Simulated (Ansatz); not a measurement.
# A series of single points on ZnCu

System: ZnCu (Pm-3m, 2 atoms in the cell).
Method: Kohn-Sham DFT of a periodic cell, PBE, all-electron LAPW, scalar-relativistic, no spin polarisation (Ansatz 0.2.0).

The 7 runs differ only in the geometry, by an even scaling of the cell at fixed fractional positions. The structure derives from an entry of the Crystallography Open Database.

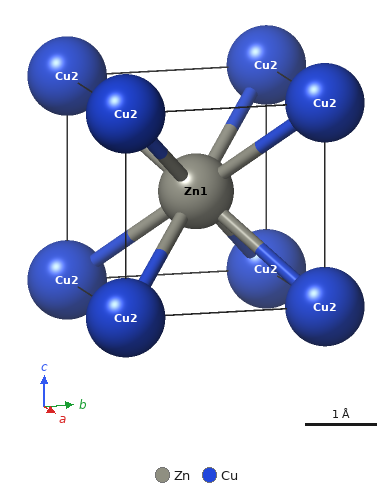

Figure 1. The structure of run 4 (ball-and-stick view of the cell of the calculation, seen slightly off an axis; atoms are numbered from 1 in the order of the input).

**Input of run 4**
```yaml
crystal:
  lattice:
    - [2.945, 0.0, 0.0]
    - [0.0, 2.945, 0.0]
    - [0.0, 0.0, 2.945]
  atoms:
    - { symbol: Zn, position: [0.5, 0.5, 0.5] }
    - { symbol: Cu, position: [0.0, 0.0, 0.0] }
kpoints:
  mp_grid: { grid: [9, 9, 9] }
scf:
  occupations: { method: fermi_dirac, width: 0.05 }
hamiltonian:
  xc: pbe
  pseudopotentials: { kind: all_electron, lapw: { basis_error: 0.0005 } }
output:
  forces: true
  stress: true
  eigenvalues: true
```

Command:
```bash
ansatz run input.yaml --threads 1 --pin off --max-ram 3072MiB --backend cpu --events-out ev --progress --plain --runs-dir out
```

Run 2 differs from it as follows:
```diff
-    - [2.945, 0.0, 0.0]
-    - [0.0, 2.945, 0.0]
-    - [0.0, 0.0, 2.945]
+    - [2.9051978236, 0.0, 0.0]
+    - [0.0, 2.9051978236, 0.0]
+    - [0.0, 0.0, 2.9051978236]
```

**Results, with one run withheld**

| run | volume per atom (Å³) | free energy per atom, from the lowest run given (meV) | pressure (GPa) |
| --- | --- | --- | --- |
| 1 | 12.005 | 34.69 | 11.63 |
| 2 | 12.260 | ? | ? |
| 3 | 12.516 | 8.24 | 5.22 |
| 4 | 12.771 | 2.10 | 2.53 |
| 5 | 13.026 | 0.00 | 0.15 |
| 6 | 13.282 | 1.48 | −1.96 |
| 7 | 13.537 | 6.13 | −3.84 |

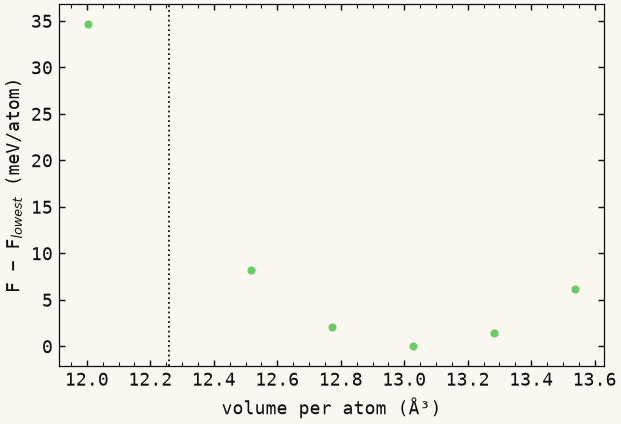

Figure 2. Free energy per atom of the runs given; the dotted line marks run 2.

What should run 2 give?

A cubic polynomial in V^(−2/3) (the Birch–Murnaghan form), fitted to the 6 runs given, misses them by at most 0.01 meV per atom. With x = V^(−2/3) − 0.18238 Å⁻², it reads F = 1.1705 + 1235.8 x + 3.251e+05 x² + 8.8663e+05 x³ (meV per atom). At run 2 it gives 18.93 meV per atom, and the run itself gives 18.91. The slope of the fit gives a pressure −dF/dV of 8.24 GPa there, and the run prints 8.23 GPa. The fit has its minimum at 13.044 Å³ per atom, where V d²F/dV² gives 114 GPa: the bulk modulus at this level, since symmetry fixes the shape and the positions.

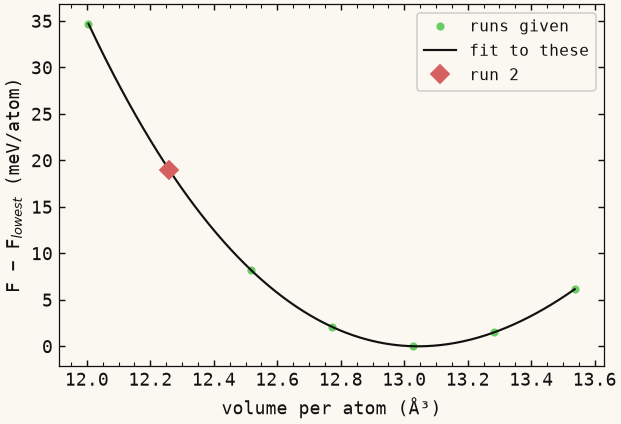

Figure 3. The fit and the withheld run.

**Output, shortened to warnings, some set-up lines, iterations and results (run 2)**
```
Basis set: ecut = 328.591881098411 eV, 341 PW (Γ), exchange–correlation at level 2
Symmetry: 48 space group operations
k-points: 35 of 729
Initial density: superposition of atomic densities (chi_scale 0.1, normalization cell, long waves kept (reshape's long-wave potential 0.00 eV rms))
[...]
SCF iter   1: F=—  HF=-93908.560392 eV  |F-HF|=—  |Δ(HF+E_count)|=         —  Δρ=4.65e-2  dr2=4.19e-1  ethr=1.07e-3  ⟨swp⟩=2.3  Hψ=5334  notcnv=0
SCF iter   2: F=—  HF=-93910.123982 eV  |F-HF|=—  |Δ(HF+E_count)|=    1.56e0  Δρ=3.70e-2  dr2=4.72e-1  ethr=1.07e-3  ⟨swp⟩=3.0  Hψ=2925  notcnv=0
SCF iter   3: F=—  HF=-93907.703736 eV  |F-HF|=—  |Δ(HF+E_count)|=    2.42e0  Δρ=1.47e-2  dr2=7.96e-2  ethr=1.07e-3  ⟨swp⟩=2.6  Hψ=2552  notcnv=0
SCF iter   4: F=—  HF=-93907.474896 eV  |F-HF|=—  |Δ(HF+E_count)|=   2.29e-1  Δρ=8.72e-3  dr2=1.73e-2  ethr=2.04e-4  ⟨swp⟩=3.0  Hψ=2636  notcnv=0
SCF iter   5: F=—  HF=-93907.447742 eV  |F-HF|=—  |Δ(HF+E_count)|=   2.72e-2  Δρ=2.06e-3  dr2=6.86e-4  ethr=1.76e-6  ⟨swp⟩=2.0  Hψ=4086  notcnv=0
SCF iter   6: F=—  HF=-93907.446547 eV  |F-HF|=—  |Δ(HF+E_count)|=   1.20e-3  Δρ=1.58e-3  dr2=7.33e-4  ethr=1.76e-6  ⟨swp⟩=2.0  Hψ=2363  notcnv=0
SCF iter   7: F=—  HF=-93907.445757 eV  |F-HF|=—  |Δ(HF+E_count)|=   7.90e-4  Δρ=7.02e-5  dr2=1.71e-6  ethr=1.76e-6  ⟨swp⟩=2.0  Hψ=2363  notcnv=0
SCF iter   8: F=—  HF=-93907.445759 eV  |F-HF|=—  |Δ(HF+E_count)|=   1.18e-6  Δρ=7.93e-5  dr2=2.23e-6  ethr=4.40e-9  ⟨swp⟩=2.6  Hψ=2414  notcnv=0
SCF iter   9: F=—  HF=-93907.445755 eV  |F-HF|=—  |Δ(HF+E_count)|=   3.15e-6  Δρ=9.89e-6  dr2=3.55e-8  ethr=4.40e-9  ⟨swp⟩=2.0  Hψ=2363  notcnv=0
SCF iter  10: F=-93907.445755 eV  HF=-93907.445755 eV  |F-HF|=1.95e-9  |Δ(HF+E_count)|=   3.94e-8  Δρ=1.10e-6  dr2=4.29e-10  ethr=9.10e-11  ⟨swp⟩=2.0  Hψ=2363  notcnv=0
SCF 1 converged in 10 iterations: F = -93907.445755 eV  dr2 = 4.29e-10
SCF converged after 10 iterations
Free energy (F): -93907.445755 eV
Harris-Foulkes:  -93907.445755 eV  (|F-HF|=1.95e-9)
Internal energy: -93907.441753 eV  (E = F + TS)
E sigma→0 (E₀):  -93907.443754 eV
Entropy (-TS):   -0.004002 eV (-2.001 meV/atom)
Fermi energy:    17.028685 eV
--- Per-component energies (eV) ---
  E_band       = -844.995281
  E_kinetic    = 95584.283211
  E_xc         = -3791.991507
  E_electrostatic = -185699.733457  (all electrons and nuclei)
  E_smearing   = -0.004002  (= −TS)
  E_closure    = 0.000000  (closes the sum)
  E_atoms      = -93902.447362  (free atoms, spherical and without spin; not in F)
  Σ components = -93907.445755   (vs F -93907.445755, Δ=0.00e0)
  Basis errors (estimates in eV, not in F): energy 1.2e-4 per atom: plane waves 1.1e-4 (5.9e-5 summed), levels above the bands 2.0e-55, relativity 8.5e-9, radial functions 9.3e-6, core shells 2.0e-11; eigenvalues (radial functions only) 1.0e-6; not estimated: angular momenta, meshes, grids; target …
--- Forces (eV/Å), atoms counted from 1 ---
  atom   1  Zn    -0.00000000     0.00000000    -0.00000000
  atom   2  Cu    -0.00000000     0.00000000    -0.00000000
  max |Σ_I F_I| component: 3.16e-30 eV/Å
--- Stress (GPa, compression-positive) ---
        8.234972       0.000000       0.000000
        0.000000       8.234972       0.000000
        0.000000       0.000000       8.234972
  P = ⅓ Tr σ = 8.2350 GPa (82.350 kbar)
```
